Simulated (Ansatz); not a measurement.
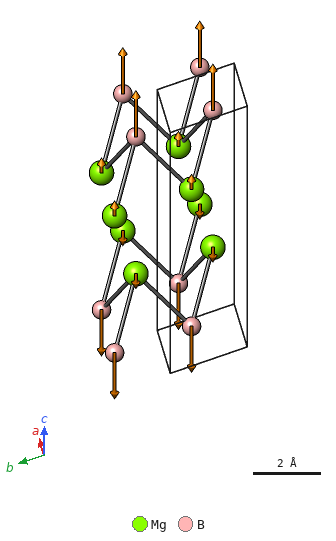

A relaxation of solid MgB (a generated structure, set up in P-3m1) (coarse preliminary run). The starting structure is drawn; orange arrows show the displacements (the part carried along by the change of the cell is left out), 3 times their true length.

The picture is a ball-and-stick view of the cell of the calculation, repeated 2 × 2 × 1 with one cell outlined, seen from a free direction.

Theory: DFT PBE, scalar-relativistic, plane waves, PAW in Ansatz.

Input file:
```yaml
crystal:
  lattice:
    - [2.94049392, 0.0, 0.0]
    - [-1.47024696, 2.54654243, 0.0]
    - [0.0, 0.0, 8.12919884]
  atoms:
    - { symbol: Mg, position: [0.33333333, 0.66666667, 0.6685959] }
    - { symbol: Mg, position: [0.66666667, 0.33333333, 0.3314041] }
    - { symbol: B, position: [0.66666667, 0.33333333, 0.900527] }
    - { symbol: B, position: [0.33333333, 0.66666667, 0.099473] }
basis:
  ecutwfc: 420
kpoints:
  mp_grid: { grid: [6, 6, 2] }
hamiltonian:
  xc: pbe
scf:
  occupations: { method: gaussian, width: 0.1 }
  lower_state_search: "off"
output:
  forces: true
  stress: true
  eigenvalues: true
relax:
  adjacent_minimum: "off"
  f_tol: 0.04
  max_steps: 70
  cell: { stress_tol: 0.4 }
```

Run as
```bash
ansatz run input.yaml --threads 1 --pin off --max-ram 2560MiB --backend cpu --events-out ev --progress --plain --runs-dir out
```

Q: Atoms of which element are displaced furthest, and by how much?

A: Boron: up to 0.53 Å, against 0.18 Å for magnesium.

Q: What did the optimiser do to the structure, and how much energy did it gain?

A: The largest moves relative to the cell, 0.53 Å, are those of B3 and B4. B4 goes along −c. By element the largest moves are B 0.53 Å, Mg 0.18 Å. The drawn cell changes as follows: a = b 2.940 → 3.048 Å (+3.6 %), c 8.129 → 6.873 Å (−15.5 %); the volume changes by −9.2 %. Some distances before and after: Mg1–B4 3.503 → 2.258 Å, B3–B4 2.345 → 1.787 Å, Mg1–B3 2.537 → 2.623 Å. New bonds form, among them: B3–B4 (2.34 → 1.79 Å), Mg1–B4 (3.50 → 2.26 Å), Mg2–B3 (3.50 → 2.26 Å). The space group stays P-3m1 (No. 164). Over 7 accepted moves (9 points after the start) the energy falls by 936 meV per atom. The largest force component goes from 2.6 to 0.0046 eV/Å. The pressure goes from −8.52 to 0.06 GPa. The line search rejected the trial step at point 4 of the run. The SCF was repeated once at an unchanged geometry on a basis and grid sized afresh for the cell, which shifted the energy by 0.1 meV per atom at most.

Limits of the set-up: the k-point mesh is coarse for a cell with partly filled bands.
